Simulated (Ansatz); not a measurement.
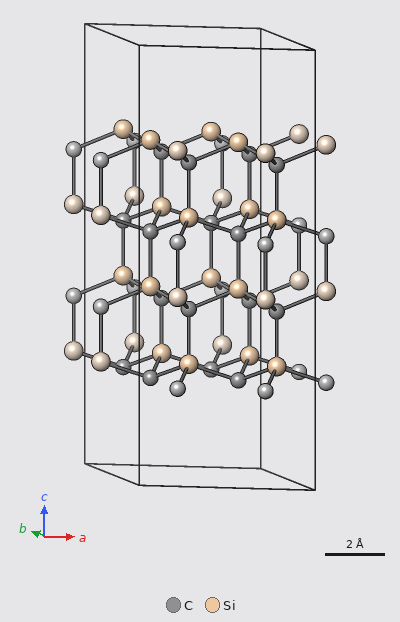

*The structure as given in the input (ball-and-stick view of the 2 × 2 repeat of the cell, with the vacuum cut short, seen slightly off an axis; neighbours outside the cell are drawn fainter). An atom can appear more than once, as a periodic image.*

## Run report: SiC, geometry relaxation (part 1 of 3)

- system: SiC (slab, 8 atoms in the cell)
- method: DFT PBE, scalar-relativistic, plane waves, PAW, PAW set soft_1, no spin polarisation (Ansatz 0.2.0)

The structure derives from an entry of the Crystallography Open Database. The input holds or restrains some coordinates. Forces given for the steps count only the free coordinates.

### The program's output
```
Engine: ansatz 0.2.0, aarch64-unknown-linux-gnu
Pseudopotentials: kind: paw
Pseudopotential: C, paw, valence charge 4, recommended cutoff 420 eV (normal), [file]
Pseudopotential: Si, paw, valence charge 4, recommended cutoff 420 eV (normal), [file]
Functional definition: PBE
  parameter kappa = 0.804
  parameter beta = 0.06672455060314922
  exchange = pbe_x(kappa = kappa, mu = beta*pi^2/3)
  correlation = pbe_c(beta = beta)
Crystal: 8 atoms, lattice volume = 184.145 Å³
Basis set: ecut = 420 eV, 3591 PW (Γ), exchange–correlation on 48×48×300 points (8 copies of the dense FFT grid, shifted against one another)
Bands: 24, of which v1, the nominal top of the filled ones, is band 16 counted from 1 (15 counted from 0)
Symmetry: 6 space group operations
Space group: P3m1 (ITA 156), of the structure as read, at distance tolerance 5.7e-5 Å
k-points: 12 of 81 (time reversal used)
Non-local potential: C, projectors of the file, l = 0: 2, l = 1: 2, l = 2: 1
Non-local potential: Si, projectors of the file, l = 0: 2, l = 1: 2, l = 2: 1
PAW form: soft (Blöchl's): semilocal exchange-correlation on the pseudo side does not see the compensation charge
PAW one-centre angular grid: C, 110 points (default); XC on 64 Gauss nodes
PAW one-centre angular grid: Si, 110 points (default); XC on 64 Gauss nodes
Initial density: superposition of atomic densities (neutral atoms: chi_scale 0, normalization atom)
Initial wavefunctions: pseudopotential atomic-orbital guess
Functional: x = pbe(κ = 0.804, μ = 0.2195149727645171), c = pbe(β = 0.06672455060314922)
SCF iter   1: F=—  HF=-3553.485874 eV  |F-HF|=—  |Δ(HF+E_count)|=         —  Δρ=1.05e-1  dr2=6.98e1  ethr=3.10e-3  p=0.000 e·Å  D=1.08e-8 V/Å  ΔV_dip=-0.00 eV  dr2_dipole=3.55e1  V_vac-E_F(+/−)=7.96/7.96 eV  ⟨swp⟩=8.9  Hψ=2103  notcnv=0  defer=6
efield: sawtooth ramp at fractional position 0.9800 (placed from the atoms, in the widest stretch of the axis that holds none; the zero of the levels goes with the place), width 0.0400; the density the first Hamiltonian is built on has a dipole p = 0.000 e·Å; the dipole correction subtracts the counter field D = 1.08e-8 V/Å, which shifts the + side's vacuum level by -0.00 eV against the − side's; the planar-averaged density in the ramp window peaks in size at 2.7e-8 e/Å³
preconditioner: auto → none  [insulator: Δε(μ)=2.370 eV  Ē_g=12.052 eV  σ=0.050 eV  W_gap=1.00  n_scr=14 (ndim 8)  ℏωp=15.5 eV  f_vac=0.452  D(μ)=0.00/eV (n_scr^D=0)  ε∞_Penn≈2.6]
SCF iter   2: F=—  HF=-4545.949602 eV  |F-HF|=—  |Δ(HF+E_count)|=    9.92e2  Δρ=3.81e-1  dr2=1.67e4  ethr=3.10e-3  p=4.247 e·Å  D=4.17e0 V/Å  ΔV_dip=-92.82 eV  dr2_dipole=1.77e4  V_vac-E_F(+/−)=-16.54/76.28 eV  ⟨swp⟩=32.9  Hψ=9008  notcnv=0  defer=84  recentre
preconditioner: auto → LDOS  [insulator: Δε(μ)=0.142 eV  Ē_g=16.818 eV  σ=0.050 eV  W_gap=0.91  n_scr=14 (ndim 8)  ℏωp=14.9 eV  f_vac=0.468  D(μ)=1.47/eV (n_scr^D=8)  ε∞_Penn≈1.8  β→1.0]
SCF iter   3: F=—  HF=-3550.309922 eV  |F-HF|=—  |Δ(HF+E_count)|=    9.96e2  Δρ=8.99e-2  dr2=5.80e1  ethr=3.10e-3  p=0.073 e·Å  D=7.20e-2 V/Å  ΔV_dip=-1.60 eV  dr2_dipole=3.01e1  V_vac-E_F(+/−)=7.14/8.73 eV  ⟨swp⟩=15.6  Hψ=4123  notcnv=0  defer=35
SCF iter   4: F=—  HF=-3550.205262 eV  |F-HF|=—  |Δ(HF+E_count)|=   1.05e-1  Δρ=7.92e-2  dr2=7.52e1  ethr=3.10e-3  p=0.153 e·Å  D=1.50e-1 V/Å  ΔV_dip=-3.34 eV  dr2_dipole=4.49e1  V_vac-E_F(+/−)=6.41/9.78 eV  ⟨swp⟩=10.2  Hψ=1009  notcnv=0  defer=33
SCF iter   5: F=—  HF=-3548.988214 eV  |F-HF|=—  |Δ(HF+E_count)|=    1.22e0  Δρ=6.42e-2  dr2=7.85e1  ethr=3.10e-3  p=0.205 e·Å  D=2.01e-1 V/Å  ΔV_dip=-4.47 eV  dr2_dipole=5.16e1  V_vac-E_F(+/−)=5.15/9.63 eV  ⟨swp⟩=5.8  Hψ=805  notcnv=0  defer=28
SCF iter   6: F=—  HF=-3545.686462 eV  |F-HF|=—  |Δ(HF+E_count)|=    3.30e0  Δρ=3.13e-2  dr2=3.89e1  ethr=3.10e-3  p=0.033 e·Å  D=3.25e-2 V/Å  ΔV_dip=-0.72 eV  dr2_dipole=2.69e1  V_vac-E_F(+/−)=6.47/7.20 eV  ⟨swp⟩=9.4  Hψ=1550  notcnv=0  defer=34
SCF iter   7: F=—  HF=-3545.024060 eV  |F-HF|=—  |Δ(HF+E_count)|=   6.62e-1  Δρ=2.84e-2  dr2=3.34e1  ethr=3.10e-3  p=0.042 e·Å  D=4.13e-2 V/Å  ΔV_dip=-0.92 eV  dr2_dipole=2.58e1  V_vac-E_F(+/−)=5.45/6.37 eV  ⟨swp⟩=7.9  Hψ=918  notcnv=0  defer=30
SCF iter   8: F=—  HF=-3544.378949 eV  |F-HF|=—  |Δ(HF+E_count)|=   6.45e-1  Δρ=5.83e-3  dr2=1.20e-1  ethr=3.10e-3  p=0.059 e·Å  D=5.83e-2 V/Å  ΔV_dip=-1.30 eV  dr2_dipole=2.54e-2  V_vac-E_F(+/−)=5.52/6.83 eV  ⟨swp⟩=5.9  Hψ=590  notcnv=0  defer=26
SCF iter   9: F=—  HF=-3544.394698 eV  |F-HF|=—  |Δ(HF+E_count)|=   1.57e-2  Δρ=8.15e-3  dr2=3.31e0  ethr=3.74e-4  p=0.061 e·Å  D=6.02e-2 V/Å  ΔV_dip=-1.34 eV  dr2_dipole=2.60e0  V_vac-E_F(+/−)=5.30/6.64 eV  ⟨swp⟩=6.0  Hψ=722  notcnv=0  defer=28  recentre
SCF iter  10: F=—  HF=-3544.369988 eV  |F-HF|=—  |Δ(HF+E_count)|=   2.47e-2  Δρ=1.57e-3  dr2=6.20e-3  ethr=3.74e-4  p=0.085 e·Å  D=8.37e-2 V/Å  ΔV_dip=-1.86 eV  dr2_dipole=2.82e-4  V_vac-E_F(+/−)=4.79/6.66 eV  ⟨swp⟩=4.6  Hψ=418  notcnv=0  defer=31
SCF iter  11: F=—  HF=-3544.370615 eV  |F-HF|=—  |Δ(HF+E_count)|=   6.26e-4  Δρ=3.01e-3  dr2=3.26e-1  ethr=1.94e-5  p=0.093 e·Å  D=9.09e-2 V/Å  ΔV_dip=-2.02 eV  dr2_dipole=2.49e-1  V_vac-E_F(+/−)=4.57/6.60 eV  ⟨swp⟩=3.8  Hψ=571  notcnv=0  defer=26
SCF iter  12: F=—  HF=-3544.372316 eV  |F-HF|=—  |Δ(HF+E_count)|=   1.70e-3  Δρ=3.75e-3  dr2=6.08e-1  ethr=1.94e-5  p=0.087 e·Å  D=8.57e-2 V/Å  ΔV_dip=-1.91 eV  dr2_dipole=4.73e-1  V_vac-E_F(+/−)=4.62/6.53 eV  ⟨swp⟩=3.7  Hψ=383  notcnv=0  defer=25
SCF iter  13: F=—  HF=-3544.369418 eV  |F-HF|=—  |Δ(HF+E_count)|=   2.90e-3  Δρ=1.22e-3  dr2=6.90e-2  ethr=1.94e-5  p=0.090 e·Å  D=8.86e-2 V/Å  ΔV_dip=-1.97 eV  dr2_dipole=5.35e-2  V_vac-E_F(+/−)=4.57/6.54 eV  ⟨swp⟩=1.5  Hψ=319  notcnv=0  defer=21
SCF iter  14: F=—  HF=-3544.369082 eV  |F-HF|=—  |Δ(HF+E_count)|=   3.35e-4  Δρ=1.79e-4  dr2=8.14e-4  ethr=1.94e-5  p=0.092 e·Å  D=9.01e-2 V/Å  ΔV_dip=-2.00 eV  dr2_dipole=6.27e-4  V_vac-E_F(+/−)=4.54/6.55 eV  ⟨swp⟩=1.3  Hψ=273  notcnv=0  defer=21
SCF iter  15: F=—  HF=-3544.369082 eV  |F-HF|=—  |Δ(HF+E_count)|=   8.67e-7  Δρ=1.13e-4  dr2=3.73e-4  ethr=2.54e-6  p=0.092 e·Å  D=9.00e-2 V/Å  ΔV_dip=-2.00 eV  dr2_dipole=2.96e-4  V_vac-E_F(+/−)=4.54/6.55 eV  ⟨swp⟩=1.2  Hψ=309  notcnv=0  defer=20
SCF iter  16: F=-3544.369079 eV  HF=-3544.369082 eV  |F-HF|=2.07e-6  |Δ(HF+E_count)|=   4.33e-8  Δρ=1.81e-5  dr2=2.39e-6  ethr=7.03e-8  p=0.091 e·Å  D=8.99e-2 V/Å  ΔV_dip=-2.00 eV  dr2_dipole=2.74e-7  V_vac-E_F(+/−)=4.55/6.55 eV  ⟨swp⟩=34.8  Hψ=5022  notcnv=0
SCF 1 converged in 16 iterations: F = -3544.369079 eV  dr2 = 2.39e-6
  greatest PAW one-centre occupation: 0.664 electrons in one spin orbital (limit 2), on the C atom at site 0 (counted from 0), in its partial waves of l = 0
relax step   1: F+E_penalty+E_count = -3544.36907943 eV  Δ(F+E_penalty+E_count) = +0.000e0 eV  max|allowed force component| = 8.013e-1 eV/Å  Δτ_max = 0.0000 Å  (16 SCF iters, dr2 threshold 2.25e-5 eV, accepted)
Initial density: handed on by an earlier stage of this run
Initial wavefunctions: those handed on with the density
iter 1 solved again at ethr=3.06e-3 eV; its pass at ethr=3.10e-3 eV (dr2=9.79e-1 eV) is discarded
SCF iter   1: F=—  HF=-3544.391729 eV  |F-HF|=—  |Δ(HF+E_count)|=         —  Δρ=5.05e-3  dr2=9.70e-1  ethr=3.06e-3  p=0.091 e·Å  D=8.99e-2 V/Å  ΔV_dip=-2.00 eV  dr2_dipole=7.43e-1  V_vac-E_F(+/−)=4.52/6.52 eV  ⟨swp⟩=1.0  Hψ=919  notcnv=0  defer=22
efield: sawtooth ramp at fractional position 0.9800 (handed on by an earlier solve), width 0.0400; the density the first Hamiltonian is built on has a dipole p = 0.091 e·Å; the dipole correction subtracts the counter field D = 8.99e-2 V/Å, which shifts the + side's vacuum level by -2.00 eV against the − side's; the planar-averaged density in the ramp window peaks in size at 1.4e-6 e/Å³
preconditioner: auto → LDOS  [insulator: Δε(μ)=0.069 eV  Ē_g=10.752 eV  σ=0.050 eV  W_gap=0.63  n_scr=14 (ndim 8)  ℏωp=15.5 eV  f_vac=0.463  D(μ)=5.27/eV (n_scr^D=16)  ε∞_Penn≈3.1  β→1.0]
SCF iter   2: F=—  HF=-3544.390282 eV  |F-HF|=—  |Δ(HF+E_count)|=   1.45e-3  Δρ=5.19e-3  dr2=1.18e0  ethr=3.03e-3  p=0.102 e·Å  D=1.00e-1 V/Å  ΔV_dip=-2.23 eV  dr2_dipole=9.12e-1  V_vac-E_F(+/−)=4.36/6.60 eV  ⟨swp⟩=1.2  Hψ=268  notcnv=0  defer=22
SCF iter   3: F=—  HF=-3544.385488 eV  |F-HF|=—  |Δ(HF+E_count)|=   4.79e-3  Δρ=6.88e-4  dr2=1.70e-2  ethr=3.03e-3  p=0.098 e·Å  D=9.64e-2 V/Å  ΔV_dip=-2.14 eV  dr2_dipole=1.24e-2  V_vac-E_F(+/−)=4.43/6.57 eV  ⟨swp⟩=1.0  Hψ=261  notcnv=0  defer=22
SCF iter   4: F=—  HF=-3544.385291 eV  |F-HF|=—  |Δ(HF+E_count)|=   1.97e-4  Δρ=2.63e-4  dr2=1.08e-3  ethr=5.30e-5  p=0.097 e·Å  D=9.56e-2 V/Å  ΔV_dip=-2.13 eV  dr2_dipole=2.62e-4  V_vac-E_F(+/−)=4.44/6.56 eV  ⟨swp⟩=2.0  Hψ=319  notcnv=0  defer=27
SCF iter   5: F=—  HF=-3544.385156 eV  |F-HF|=—  |Δ(HF+E_count)|=   1.34e-4  Δρ=1.74e-4  dr2=1.37e-3  ethr=3.38e-6  p=0.097 e·Å  D=9.56e-2 V/Å  ΔV_dip=-2.13 eV  dr2_dipole=8.29e-4  V_vac-E_F(+/−)=4.44/6.57 eV  ⟨swp⟩=2.0  Hψ=494  notcnv=0  defer=27
SCF iter   6: F=—  HF=-3544.385123 eV  |F-HF|=—  |Δ(HF+E_count)|=   3.33e-5  Δρ=1.01e-4  dr2=1.90e-4  ethr=3.38e-6  p=0.097 e·Å  D=9.55e-2 V/Å  ΔV_dip=-2.12 eV  dr2_dipole=5.77e-5  V_vac-E_F(+/−)=4.44/6.57 eV  ⟨swp⟩=1.0  Hψ=261  notcnv=0  defer=27
SCF iter   7: F=-3544.385101 eV  HF=-3544.385116 eV  |F-HF|=1.56e-5  |Δ(HF+E_count)|=   6.67e-6  Δρ=4.21e-5  dr2=1.30e-5  ethr=1.25e-7  p=0.097 e·Å  D=9.55e-2 V/Å  ΔV_dip=-2.12 eV  dr2_dipole=6.40e-6  V_vac-E_F(+/−)=4.44/6.57 eV  ⟨swp⟩=22.3  Hψ=3510  notcnv=0
SCF 2 converged in 7 iterations: F = -3544.385101 eV  dr2 = 1.30e-5
  Residual-converged pass: ⟨swp⟩=1.0  Hψ=336  notcnv=0  max |occ|·‖R‖ = 6.9e-9 eV (tolerance 1.0e-8 eV)  dr2=1.30e-5  dr2_onsite=4.43e-8  max |Δocc| = 2.9e-10
relax step   2: F+E_penalty+E_count = -3544.38510071 eV  Δ(F+E_penalty+E_count) = -1.602e-2 eV  max|allowed force component| = 5.747e-1 eV/Å  Δτ_max = 0.0102 Å  (7 SCF iters, dr2 threshold 4.01e-5 eV, accepted)
SCF iter   1: F=—  HF=-3544.434093 eV  |F-HF|=—  |Δ(HF+E_count)|=         —  Δρ=8.83e-3  dr2=2.00e0  ethr=3.10e-3  p=0.097 e·Å  D=9.55e-2 V/Å  ΔV_dip=-2.12 eV  dr2_dipole=1.45e0  V_vac-E_F(+/−)=4.41/6.54 eV  ⟨swp⟩=4.1  Hψ=810  notcnv=0  defer=24
efield: sawtooth ramp at fractional position 0.9800 (handed on by an earlier solve), width 0.0400; the density the first Hamiltonian is built on has a dipole p = 0.097 e·Å; the dipole correction subtracts the counter field D = 9.55e-2 V/Å, which shifts the + side's vacuum level by -2.12 eV against the − side's; the planar-averaged density in the ramp window peaks in size at 1.2e-6 e/Å³
preconditioner: auto → LDOS  [insulator: Δε(μ)=0.065 eV  Ē_g=10.721 eV  σ=0.050 eV  W_gap=0.56  n_scr=14 (ndim 8)  ℏωp=15.5 eV  f_vac=0.461  D(μ)=4.77/eV (n_scr^D=14)  ε∞_Penn≈3.1  β→1.0]
SCF iter   2: F=—  HF=-3544.409861 eV  |F-HF|=—  |Δ(HF+E_count)|=   2.42e-2  Δρ=6.07e-3  dr2=1.45e0  ethr=3.10e-3  p=0.115 e·Å  D=1.13e-1 V/Å  ΔV_dip=-2.51 eV  dr2_dipole=1.10e0  V_vac-E_F(+/−)=4.13/6.64 eV  ⟨swp⟩=1.6  Hψ=399  notcnv=0  defer=24
SCF iter   3: F=—  HF=-3544.402347 eV  |F-HF|=—  |Δ(HF+E_count)|=   7.51e-3  Δρ=1.83e-3  dr2=1.02e-1  ethr=3.10e-3  p=0.107 e·Å  D=1.05e-1 V/Å  ΔV_dip=-2.34 eV  dr2_dipole=7.01e-2  V_vac-E_F(+/−)=4.26/6.61 eV  ⟨swp⟩=1.4  Hψ=272  notcnv=0  defer=24
SCF iter   4: F=—  HF=-3544.400629 eV  |F-HF|=—  |Δ(HF+E_count)|=   1.72e-3  Δρ=5.56e-4  dr2=4.48e-3  ethr=3.18e-4  p=0.108 e·Å  D=1.06e-1 V/Å  ΔV_dip=-2.36 eV  dr2_dipole=3.77e-4  V_vac-E_F(+/−)=4.25/6.61 eV  ⟨swp⟩=2.0  Hψ=358  notcnv=0  defer=26
SCF iter   5: F=—  HF=-3544.399795 eV  |F-HF|=—  |Δ(HF+E_count)|=   8.34e-4  Δρ=6.08e-4  dr2=1.58e-2  ethr=1.40e-5  p=0.108 e·Å  D=1.06e-1 V/Å  ΔV_dip=-2.36 eV  dr2_dipole=1.13e-2  V_vac-E_F(+/−)=4.26/6.62 eV  ⟨swp⟩=1.8  Hψ=440  notcnv=0  defer=26
SCF iter   6: F=—  HF=-3544.399617 eV  |F-HF|=—  |Δ(HF+E_count)|=   1.78e-4  Δρ=2.88e-4  dr2=2.56e-3  ethr=1.40e-5  p=0.108 e·Å  D=1.06e-1 V/Å  ΔV_dip=-2.36 eV  dr2_dipole=1.68e-3  V_vac-E_F(+/−)=4.26/6.62 eV  ⟨swp⟩=1.2  Hψ=273  notcnv=0  defer=26
SCF iter   7: F=—  HF=-3544.399579 eV  |F-HF|=—  |Δ(HF+E_count)|=   3.74e-5  Δρ=1.10e-4  dr2=4.61e-4  ethr=8.00e-6  p=0.108 e·Å  D=1.06e-1 V/Å  ΔV_dip=-2.36 eV  dr2_dipole=3.22e-4  V_vac-E_F(+/−)=4.27/6.63 eV  ⟨swp⟩=1.2  Hψ=269  notcnv=0  defer=26
SCF iter   8: F=—  HF=-3544.399590 eV  |F-HF|=—  |Δ(HF+E_count)|=   1.04e-5  Δρ=4.88e-5  dr2=7.68e-5  ethr=1.44e-6  p=0.108 e·Å  D=1.06e-1 V/Å  ΔV_dip=-2.36 eV  dr2_dipole=4.72e-5  V_vac-E_F(+/−)=4.27/6.63 eV  ⟨swp⟩=1.8  Hψ=273  notcnv=0  defer=26
SCF iter   9: F=-3544.399592 eV  HF=-3544.399593 eV  |F-HF|=4.97e-7  |Δ(HF+E_count)|=   3.15e-6  Δρ=1.44e-5  dr2=1.00e-6  ethr=6.45e-8  p=0.108 e·Å  D=1.06e-1 V/Å  ΔV_dip=-2.36 eV  dr2_dipole=2.82e-8  V_vac-E_F(+/−)=4.27/6.63 eV  ⟨swp⟩=24.4  Hψ=3436  notcnv=0
SCF 3 converged in 9 iterations: F = -3544.399592 eV  dr2 = 1.00e-6
  Residual-converged pass: ⟨swp⟩=1.2  Hψ=338  notcnv=0  max |occ|·‖R‖ = 7.0e-9 eV (tolerance 1.0e-8 eV)  dr2=1.00e-6  dr2_onsite=6.10e-9  max |Δocc| = 2.2e-10
relax step   3: F+E_penalty+E_count = -3544.39959220 eV  Δ(F+E_penalty+E_count) = -1.449e-2 eV  max|allowed force component| = 9.620e-2 eV/Å  Δτ_max = 0.0717 Å  (9 SCF iters, dr2 threshold 2.06e-5 eV, accepted)
iter 1 solved again at ethr=1.25e-3 eV; its pass at ethr=3.10e-3 eV (dr2=4.01e-1 eV) is discarded
```
